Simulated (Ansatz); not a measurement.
**Single-point calculation, with input and output: TaSi2**

TaSi2 (slab, 15 atoms in the cell), computed with DFT PBEsol, scalar-relativistic, plane waves, PAW, no spin polarisation (Ansatz 0.2.0).

The structure derives from an entry of the Crystallography Open Database. It belongs to a series of runs on one base structure; here: (0 0 1) slab cut from the bulk. Figures and captions count atoms from 1; the log counts them from 0 in places.

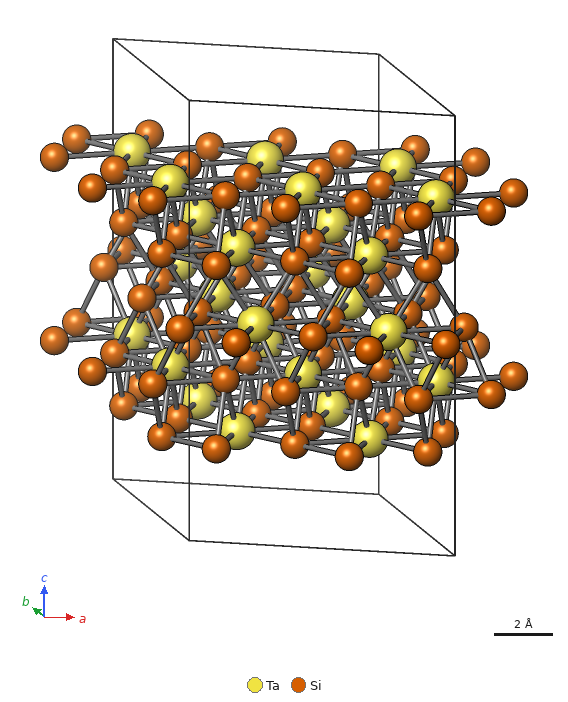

The structure as given in the input (ball-and-stick view of the 2 × 2 repeat of the cell, with the vacuum cut short, seen slightly off an axis; bonded neighbours outside the cell are drawn too). An atom can appear more than once, as a periodic image.

## Summary

```json
{"quantity": "outcome", "value": "converged"}
{"quantity": "electrons treated", "value": "105"}
{"quantity": "free energy", "value": "−55249.4955 eV"}
{"quantity": "work function, top face", "value": "4.14 eV"}
{"quantity": "work function, bottom face", "value": "4.14 eV"}
{"quantity": "Fermi energy", "value": "4.843 eV"}
{"quantity": "gap on the k-point mesh", "value": "none (metallic)"}
{"quantity": "work function (upper face)", "value": "4.14 eV"}
{"quantity": "largest force (length of the vector)", "value": "1.235 eV/Å"}
{"quantity": "hardware", "value": "2 threads of Arm Neoverse N1, 24 GiB of memory available, shared host"}
{"quantity": "wall time", "value": "3.1 min (CPU time 6.3 min)"}
{"quantity": "peak memory", "value": "1.2 GiB"}
```

Warnings of the run: the exchange-correlation potential is rough where the density is thin. Spin–orbit coupling is left out, which matters for Ta.

## The input
```yaml
crystal:
  lattice:
    - [4.76085954, 0.0, 0.0]
    - [-2.38042977, 4.1230253055, 0.0]
    - [0.0, 0.0, 23.7410454765]
  atoms:
    - { symbol: Ta, position: [0.5, 0.5, 0.3159085815] }
    - { symbol: Si, position: [0.1592675414, 0.8407324586, 0.3159085815] }
    - { symbol: Si, position: [0.8407324586, 0.1592675414, 0.3159085815] }
    - { symbol: Ta, position: [0.0, 0.5, 0.4079542908] }
    - { symbol: Si, position: [0.6814649172, 0.8407324586, 0.4079542908] }
    - { symbol: Si, position: [0.3185350828, 0.1592675414, 0.4079542908] }
    - { symbol: Ta, position: [0.5, 0.0, 0.5] }
    - { symbol: Si, position: [0.8407324586, 0.6814649172, 0.5] }
    - { symbol: Si, position: [0.1592675414, 0.3185350828, 0.5] }
    - { symbol: Ta, position: [0.5, 0.5, 0.5920457092] }
    - { symbol: Si, position: [0.1592675414, 0.8407324586, 0.5920457092] }
    - { symbol: Si, position: [0.8407324586, 0.1592675414, 0.5920457092] }
    - { symbol: Ta, position: [0.0, 0.5, 0.6840914185] }
    - { symbol: Si, position: [0.6814649172, 0.8407324586, 0.6840914185] }
    - { symbol: Si, position: [0.3185350828, 0.1592675414, 0.6840914185] }
basis:
  ecutwfc: 420
kpoints:
  mp_grid: { grid: [9, 9, 1] }
hamiltonian:
  xc: pbesol
scf:
  occupations: { method: gaussian, width: 0.1 }
output:
  forces: true
  stress: true
  eigenvalues: true
  write_density: true
  write_potential: true
  elf: true
  volumetric_format: npy
efield:
  axis: 3
  dipole_correction: true
  ramp_width: 0.04
```

Launched with:
```bash
ansatz run input.yaml --threads 2 --pin off --max-ram 5120MiB --backend cpu --events-out ev --progress --plain --runs-dir out
```

## What the program printed
```
Engine: ansatz 0.2.0, aarch64-unknown-linux-gnu
Pseudopotentials: kind: paw
Pseudopotential: Ta, paw, valence charge 13, recommended cutoff 420 eV (normal), Ta.paw.azcp
Pseudopotential: Si, paw, valence charge 4, recommended cutoff 420 eV (normal), Si.paw.azcp
Functional definition: PBEsol
  exchange = pbesol_x
  correlation = pbesol_c
Crystal: 15 atoms, lattice volume = 466.016 Å³
Basis set: ecut = 420 eV, 9013 PW (Γ), exchange–correlation on 64×64×320 points (8 copies of the dense FFT grid, shifted against one another)
Bands: 68, of which v1, the nominal top of the filled ones, is band 53 counted from 1 (52 counted from 0)
Symmetry: 2 space group operations
k-points: 41 of 81
Non-local potential: Ta, projectors of the file, l = 0: 3, l = 1: 2, l = 2: 2, l = 3: 1
Non-local potential: Si, projectors of the file, l = 0: 2, l = 1: 2, l = 2: 2
PAW form: soft (Blöchl's): semilocal exchange-correlation on the pseudo side does not see the compensation charge
PAW frozen core: Ta, regenerated for the run's functional, and the local potential with it (the file was generated under x = pbe(κ = 0.804, μ = 0.2195149727645171), c = pbe(β = 0.06672455060314922))
PAW frozen core: Si, regenerated for the run's functional, and the local potential with it (the file was generated under x = pbe(κ = 0.804, μ = 0.2195149727645171), c = pbe(β = 0.06672455060314922))
PAW one-centre angular grid: Ta, 590 points (default); XC on 64 Gauss nodes
PAW one-centre angular grid: Si, 110 points (default); XC on 64 Gauss nodes
Initial density: superposition of atomic densities (neutral atoms: chi_scale 0, normalization atom), corrected by the library's trained network
Initial wavefunctions: pseudopotential atomic-orbital guess
Functional: x = pbesol(κ = 0.804, μ = 0.12345679012345678), c = pbesol(β = 0.046)
SCF iter   1: F=—  HF=-55249.572954 eV  |F-HF|=—  |Δ(HF+E_count)|=         —  Δρ=5.83e-3  dr2=1.15e0  ethr=1.77e-3  p=0.000 e·Å  D=1.56e-14 V/Å  ΔV_dip=-0.00 eV  dr2_dipole=3.61e-8  V_vac-E_F(+/−)=4.25/4.25 eV  ⟨swp⟩=11.1  Hψ=16715  notcnv=0  defer=2
efield: sawtooth ramp at fractional position 0.9800 (placed from the atoms, in the widest stretch of the axis that holds none; the zero of the levels goes with the place), width 0.0400; the density the first Hamiltonian is built on has a dipole p = 0.000 e·Å; the dipole correction subtracts the counter field D = 1.56e-14 V/Å, which shifts the + side's vacuum level by -0.00 eV against the − side's; the planar-averaged density in the ramp window peaks in size at 5.3e-5 e/Å³
preconditioner: auto → LDOS  [metal: Δε(μ)=0.009 eV  Ē_g=6.636 eV  σ=0.100 eV  W_gap=0.05  n_scr=82 (ndim 8)  ℏωp=13.9 eV  f_vac=0.457  D(μ)=11.37/eV (n_scr^D=80)  β→1.0]
SCF iter   2: F=—  HF=-55249.497157 eV  |F-HF|=—  |Δ(HF+E_count)|=   7.58e-2  Δρ=2.47e-3  dr2=3.83e-2  ethr=1.10e-3  p=-0.000 e·Å  D=-5.91e-6 V/Å  ΔV_dip=0.00 eV  dr2_dipole=2.87e-7  V_vac-E_F(+/−)=4.16/4.16 eV  ⟨swp⟩=2.1  Hψ=3517  notcnv=0  defer=260
SCF iter   3: F=—  HF=-55249.498240 eV  |F-HF|=—  |Δ(HF+E_count)|=   1.08e-3  Δρ=1.11e-3  dr2=1.25e-2  ethr=3.65e-5  p=-0.000 e·Å  D=-1.21e-6 V/Å  ΔV_dip=0.00 eV  dr2_dipole=3.71e-8  V_vac-E_F(+/−)=4.16/4.16 eV  ⟨swp⟩=3.2  Hψ=5262  notcnv=0  defer=275
SCF iter   4: F=—  HF=-55249.495393 eV  |F-HF|=—  |Δ(HF+E_count)|=   2.85e-3  Δρ=2.83e-4  dr2=5.47e-4  ethr=1.19e-5  p=-0.000 e·Å  D=-1.47e-6 V/Å  ΔV_dip=0.00 eV  dr2_dipole=1.02e-8  V_vac-E_F(+/−)=4.14/4.14 eV  ⟨swp⟩=2.1  Hψ=3802  notcnv=0  defer=275
SCF iter   5: F=—  HF=-55249.495407 eV  |F-HF|=—  |Δ(HF+E_count)|=   1.41e-5  Δρ=9.23e-5  dr2=8.77e-5  ethr=5.21e-7  p=-0.000 e·Å  D=-6.32e-7 V/Å  ΔV_dip=0.00 eV  dr2_dipole=5.83e-10  V_vac-E_F(+/−)=4.14/4.14 eV  ⟨swp⟩=2.8  Hψ=4866  notcnv=0  defer=275
SCF iter   6: F=—  HF=-55249.495549 eV  |F-HF|=—  |Δ(HF+E_count)|=   1.41e-4  Δρ=2.95e-5  dr2=7.86e-6  ethr=8.35e-8  p=-0.000 e·Å  D=-3.93e-7 V/Å  ΔV_dip=0.00 eV  dr2_dipole=1.83e-10  V_vac-E_F(+/−)=4.14/4.14 eV  ⟨swp⟩=2.5  Hψ=4092  notcnv=0  defer=230
SCF iter   7: F=—  HF=-55249.495549 eV  |F-HF|=—  |Δ(HF+E_count)|=   3.18e-7  Δρ=6.30e-6  dr2=5.98e-7  ethr=7.49e-9  p=-0.000 e·Å  D=-6.54e-8 V/Å  ΔV_dip=0.00 eV  dr2_dipole=2.52e-11  V_vac-E_F(+/−)=4.14/4.14 eV  ⟨swp⟩=2.1  Hψ=3810  notcnv=0  defer=230
SCF iter   8: F=-55249.495549 eV  HF=-55249.495549 eV  |F-HF|=1.72e-8  |Δ(HF+E_count)|=   1.05e-7  Δρ=2.04e-6  dr2=3.72e-8  ethr=9.52e-11  p=-0.000 e·Å  D=-1.06e-7 V/Å  ΔV_dip=0.00 eV  dr2_dipole=1.01e-13  V_vac-E_F(+/−)=4.14/4.14 eV  ⟨swp⟩=28.0  Hψ=30064  notcnv=0
SCF 1 converged in 8 iterations: F = -55249.495549 eV  dr2 = 3.72e-8
  greatest PAW one-centre occupation: 1.000 electrons in one spin orbital (limit 2), on the Ta atom at site 6 (counted from 0), in its partial waves of l = 0
WARN: The output density's exchange-correlation potential varies sharply where the density is thin. Do not read a vacuum level from v_tot or v_xc, or from such a field of the output density. On a cell that repeats whose density bears no net charge and no dipole along the vacuum's axis use v_es (v_loc + v_h of the components); under efield.dipole_correction with no amplitude use v_es + v_field, which holds any external_charges[].barrier, or the levels of the report's work_function block, which leave it out; under a non-zero efield.amplitude the vacuum is tilted and has no level; on a cell that repeats and bears such a dipole with no correction it is tilted too, and efield.dipole_correction with no amplitude gives each side of its ramp a level where efield: is served; in a cell that repeats whose density bears a net charge (total_charge, or a fill off its count) it is curved and has none; of a slab under crystal.periodic whose density bears no net charge use v_es, which has a level on each side, short of where the two are joined; of another it falls or rises all the way out and has none; of a slab beside external_charges read slab_vacuum_level instead, which it has where they leave it neutral. The grid or the basis barely resolves most such structure, and the values can differ between equally converged runs; as a rule a tighter scf.convergence.dr2_threshold does not remove it. Where the density itself ripples (under the LDA too) a higher basis.ecutwfc lessens it. The files hold the spikes' plane waves up to the density's cutoff. Files: v_tot_of_output_density and the like, and their columns of v_z.tsv (output.write_potential); v_xc_of_output_density and the like, and their columns of v_comp_z.tsv (output.write_potential_components). Measured: with its Gaussian average of σ = 0.25 Å subtracted twice, the exchange-correlation potential is over 0.1 eV at 1286 of the grid points where the equally averaged density (valence and model cores) is under 1e-3 e/Å³, and 1.14 eV at the most among them, at an averaged density of 7.6e-8 e/Å³. The input density's (outcome.potential() and, of a run that writes arrays, v_tot and v_xc) is over 0.1 eV, so measured, at 134 points of its own thin density, 0.243 eV at the most. See output.write_potential in the manual, Limitations
SCF converged after 8 iterations
Free energy (F): -55249.495549 eV
Harris-Foulkes:  -55249.495549 eV  (|F-HF|=1.72e-8)
Internal energy: -55249.431304 eV  (E = F + TS)
E sigma→0 (E₀):  -55249.463427 eV
Entropy (-TS):   -0.064245 eV (-4.283 meV/atom)
Fermi energy:    4.842686 eV
Dipole field:    D = 0.000000 V/Å  (p = 0.000000 e·Å, saw-weighted, corrected)
Work function:   Φ+ = 4.1366 eV   Φ− = 4.1366 eV
Levels:          The Fermi level and band energies are counted from a zero that moves with the ramp; work functions are not
--- Per-component energies (eV) ---
  E_band       = -1491.005034
  E_kinetic    = 2257.186083
  E_local      = -63410.299068  (includes V_loc(G=0)·N_el)
  E_nonlocal   = 340.924468
  E_hartree    = 30713.149495
  E_xc         = -1643.369858
  E_vxc        = -1502.555266  (∫ρ·V_xc dr)
  E_paw        = -46352.240552  (= ΣΔE_a)
  E_vpaw       = -602.576184  (= ΣTr[D̂ρ^β])
  E_aug_tail   = 0.000785  (compensation charges beyond the density's cutoff)
  E_efield     = 0.000000  (sawtooth field / dipole correction)
  E_vefield    = 0.000000  (∫n·V_field dr)
  E_ewald      = 22843.833505
  E_core_change = 1.383839  (= ΣΔE_core)
  E_smearing   = -0.064245  (= −TS)
  E_closure    = -0.000000  (closes the sum)
  Σ components = -55249.495549   (vs F -55249.495549, Δ=0.00e0)
--- Forces (eV/Å), atoms counted from 1 ---
  atom   1  Ta     0.00000000     0.00000000     1.23463850
  atom   2  Si     0.37484954    -0.21002659    -0.56916567
  atom   3  Si    -0.37484954     0.21002659    -0.56916567
  atom   4  Ta     0.00000000     0.00000000     0.44783301
  atom   5  Si     0.07728531    -0.31671086    -0.32296338
  atom   6  Si    -0.07728531     0.31671086    -0.32296338
  atom   7  Ta     0.00000000     0.00000000    -0.00001035
  atom   8  Si    -0.00000037    -0.08515273    -0.00000456
  atom   9  Si     0.00000037     0.08515273    -0.00000456
  atom  10  Ta     0.00000000     0.00000000    -0.44781907
  atom  11  Si    -0.07728631    -0.31671055     0.32297162
  atom  12  Si     0.07728631     0.31671055     0.32297162
  atom  13  Ta     0.00000000     0.00000000    -1.23464467
  atom  14  Si    -0.37484794    -0.21002637     0.56916204
  atom  15  Si     0.37484794     0.21002637     0.56916204
  max |Σ_I F_I| component: 2.45e-6 eV/Å
--- Stress (GPa, compression-positive) ---
       -4.252336       0.000003       0.000000
        0.000003      -2.457625       0.000000
        0.000000       0.000000       0.007786
  P = ⅓ Tr σ = -2.2341 GPa (-22.341 kbar)
--- Band table (eV; the first three rows and the last of 41) ---
  k-point 0: bands = ["-62.9755", "-62.9755", "-62.6552", "-62.6493", "-62.6394", "-29.7034", "-29.7032", "-29.4691", "-29.4681", "-29.4423", "-29.4420", "-29.3859", "-29.3266", "-29.3070", "-29.2875", "-29.2286", "-29.2277", "-29.2244", "-29.2021", "-29.1603", "-8.2117", "-7.3519", "-6.1015", "-4.6698", "-3.4786", "-1.4339", "-1.2962", "-0.9159", "-0.8076", "-0.7687", "-0.7451", "-0.3388", "-0.1637", "0.4308", "0.4329", "0.4387", "0.5752", "0.6234", "1.1400", "1.3171", "1.8151", "2.3511", "2.3637", "2.6532", "2.7349", "2.7589", "2.8350", "3.0492", "3.2433", "3.2608", "4.6449", "4.9215", "4.9992", "5.3519", "5.3692", "5.8132", "5.8202", "5.9258", "6.1133", "7.8867", "7.9028", "8.0775", "8.3544", "8.3585", "8.6308", "8.7167", "8.8402", "8.8683"]
  k-point 1: bands = ["-62.9755", "-62.9755", "-62.6548", "-62.6493", "-62.6398", "-29.7033", "-29.7032", "-29.4695", "-29.4689", "-29.4430", "-29.4428", "-29.3883", "-29.3327", "-29.3100", "-29.2829", "-29.2303", "-29.2288", "-29.2176", "-29.2015", "-29.1605", "-8.0923", "-7.2368", "-6.0014", "-4.5712", "-3.4035", "-2.3751", "-1.6314", "-1.2084", "-1.1102", "-0.7445", "-0.6744", "-0.5241", "-0.1739", "0.2117", "0.5844", "1.0644", "1.2029", "1.2191", "1.4930", "1.5143", "1.8440", "2.0891", "2.2504", "2.6368", "2.7262", "2.7356", "2.8082", "3.0171", "3.1923", "3.5169", "4.6906", "4.7754", "4.8332", "4.9801", "5.0037", "5.6372", "5.6506", "5.9536", "6.0654", "7.6343", "7.8402", "7.9664", "8.2163", "8.2596", "8.3585", "8.4069", "8.6173", "8.8233"]
  k-point 2: bands = ["-62.9755", "-62.9755", "-62.6535", "-62.6493", "-62.6410", "-29.7030", "-29.7030", "-29.4711", "-29.4705", "-29.4447", "-29.4446", "-29.3945", "-29.3441", "-29.3159", "-29.2756", "-29.2307", "-29.2291", "-29.2115", "-29.1966", "-29.1609", "-7.7433", "-6.9027", "-5.7166", "-4.2959", "-3.5315", "-3.0723", "-2.4765", "-1.9109", "-1.6688", "-1.4431", "-0.6103", "-0.5849", "0.0485", "0.6367", "0.7466", "1.3714", "1.4466", "1.7329", "1.7942", "1.8972", "1.9574", "2.2400", "2.3706", "2.7958", "2.8228", "2.8370", "2.9323", "3.0220", "3.1605", "3.7458", "4.2565", "4.4840", "4.6877", "4.9004", "5.2339", "5.2790", "5.2858", "5.6411", "5.9854", "7.0399", "7.3663", "7.7482", "7.8338", "7.8434", "8.0715", "8.5986", "8.7003", "8.7686"]
  k-point 40: bands = ["-62.9754", "-62.9754", "-62.6534", "-62.6494", "-62.6412", "-29.7086", "-29.7084", "-29.4844", "-29.4805", "-29.4509", "-29.4480", "-29.3871", "-29.3313", "-29.3135", "-29.2627", "-29.2417", "-29.2376", "-29.2033", "-29.1987", "-29.1589", "-6.7849", "-6.0177", "-4.9892", "-4.7349", "-4.3615", "-3.9491", "-3.0704", "-2.7226", "-2.0283", "-1.7670", "-0.7635", "-0.4998", "-0.2326", "0.5280", "0.7323", "0.9548", "1.1839", "1.6713", "1.7355", "2.2160", "2.3417", "2.5052", "2.6260", "2.7719", "2.9098", "3.2015", "3.3174", "3.4854", "3.5528", "3.8620", "4.1268", "4.5287", "4.6404", "5.1261", "5.5328", "5.7371", "5.9389", "6.0539", "6.4901", "6.9200", "7.2184", "7.2748", "7.6556", "7.7248", "8.0106", "8.3010", "8.5508", "8.7341"]
```

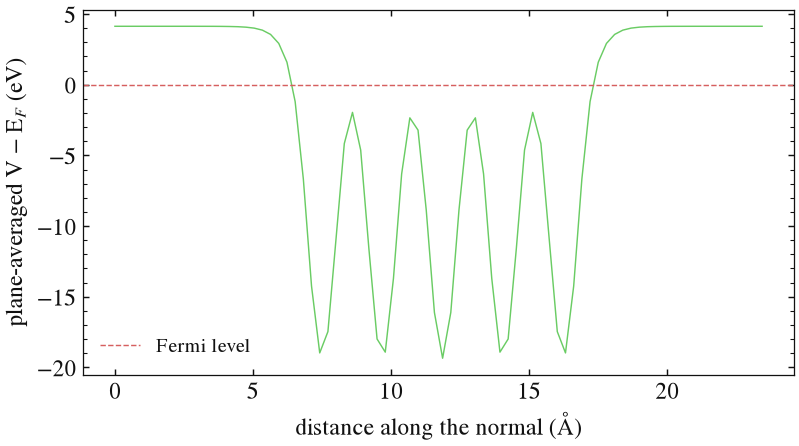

Plane average of the electrostatic potential energy of an electron across the cell, from the Fermi level. The vacuum level lies 4.14 eV above the Fermi level.

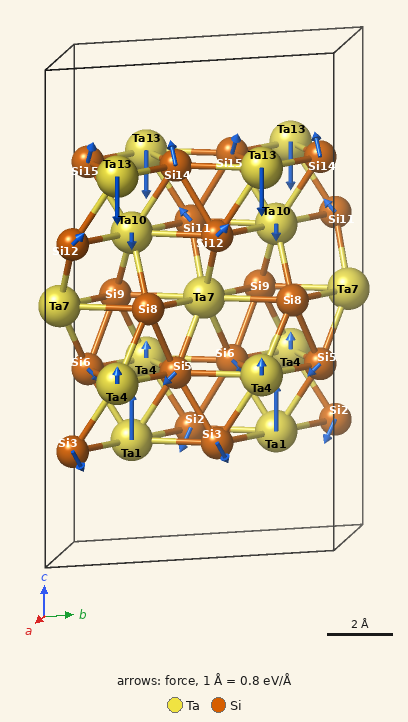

Forces on the atoms as blue arrows (ball-and-stick view of the 1 × 2 repeat of the cell, with the vacuum cut short, seen slightly off an axis; atoms are numbered from 1 in the order of the input); the smallest are left out. The largest act on Ta1, Ta13 (1.23 eV/Å); Si2, Si3, Si14, Si15 (0.71 eV/Å); Si5, Si6, Si11, Si12 (0.46 eV/Å); Ta4, Ta10 (0.45 eV/Å). The geometry is not a stationary point of this energy.

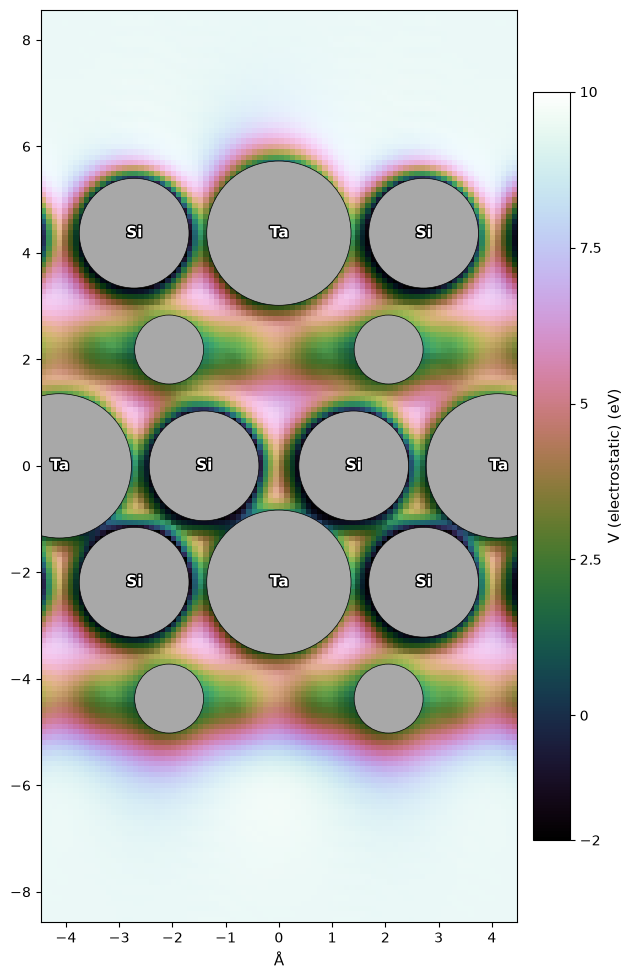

Electrostatic potential (local pseudopotential plus Hartree) felt by an electron on the (110) plane of the calculation cell, a cut from vacuum to vacuum. Grey discs, where drawn, cover atomic cores. Atoms in the plane: Ta and Si. In a PAW calculation such maps are meaningful between the atoms, not at the nuclei.
